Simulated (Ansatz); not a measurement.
# GaN: what the fields show

Input

```
crystal:
  lattice:
    - [5.5349385, 0.0, 0.0]
    - [0.0, 5.5349385, 0.0]
    - [0.0, 0.0, 3.2141443]
  atoms:
    - { symbol: Ga, position: [0.679402, 0.679402, 0.0] }
    - { symbol: Ga, position: [0.179402, 0.820598, 0.5] }
    - { symbol: Ga, position: [0.820598, 0.179402, 0.5] }
    - { symbol: Ga, position: [0.320598, 0.320598, 0.0] }
    - { symbol: "N", position: [0.817802, 0.817802, 0.5] }
    - { symbol: "N", position: [0.182198, 0.182198, 0.5] }
    - { symbol: "N", position: [0.682198, 0.317802, 0.0] }
    - { symbol: "N", position: [0.317802, 0.682198, 0.0] }
basis:
  ecutwfc: 420
kpoints:
  mp_grid: { grid: [6, 6, 8] }
hamiltonian:
  xc: pbe
scf:
  occupations: { method: gaussian, width: 0.02 }
output:
  forces: true
  stress: true
  eigenvalues: true
  write_density: true
  write_potential: true
  elf: true
  volumetric_format: npy
relax:
  adjacent_minimum: "off"
  f_tol: 0.01
  max_steps: 80
  cell: { stress_tol: 0.05 }
```

Command:

```sh
ansatz run input.yaml --threads 4 --pin off --max-ram 8192MiB --backend cpu --events-out ev --progress --plain --runs-dir out
```

Below, planes, directions and counts refer to the conventional cell (a = 5.53 Å, b = 5.53 Å, c = 3.21 Å, α = 90.00°, β = 90.00°, γ = 90.00°).

The fields are those of the relaxed geometry.

Space group P4₂/mnm; a structure generated by program, which may or may not match a known phase.

Level of theory: DFT PBE, scalar-relativistic, plane waves, PAW in Ansatz 0.2.0.

Core electrons are frozen (PAW), and the valence fields are smoothed inside the atomic spheres.

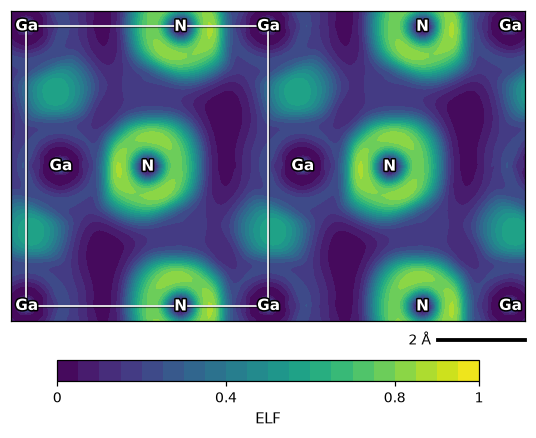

Figure 1. ELF on the (101) plane of the conventional cell.

Describe what can be read from this map.

- Atoms in the plane: Ga and N.
- Ga–N (2.00 Å): the ELF peaks at about 0.85 in the valence shell of N, 0.7 Å from its nucleus, and is about 0.45 at the midpoint.

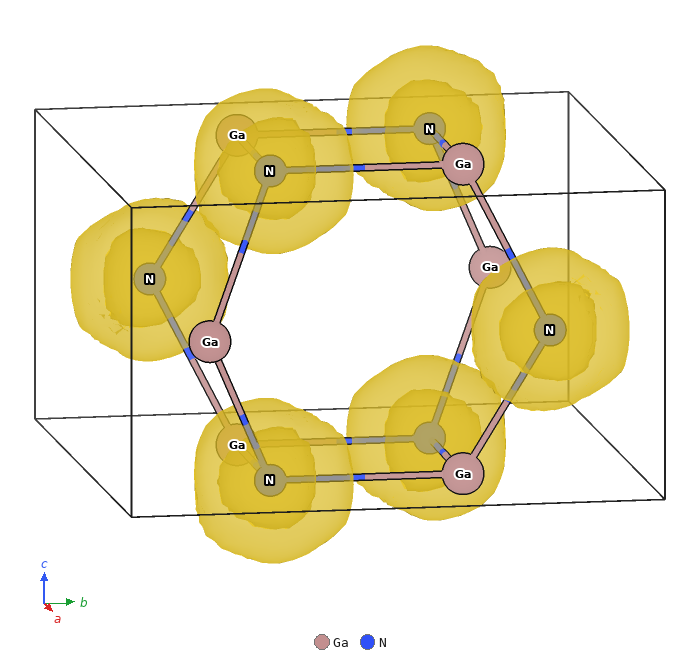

Figure 2. Isosurface of the electron localisation function at 0.75 (yellow), seen slightly off an axis. Core shells and regions of very low density are left out. Sticks mark near contacts.

Identify the bonds, lone pairs and shells in this picture.

At this value the surface marks out four regions wrapped around N (the valence shell of each), counted in one cell of 8 atoms. Any copies at cell faces, edges or corners count once. Profiles from the grid: Ga–N (1.94 Å): the ELF peaks at about 0.85 in the valence shell of N, 0.7 Å from its nucleus, and is about 0.50 at the midpoint.

Does the calculation give a band gap?

It is gapped, with a Kohn–Sham gap of 1.7 eV on the k-point mesh, an upper bound to the gap of this method.
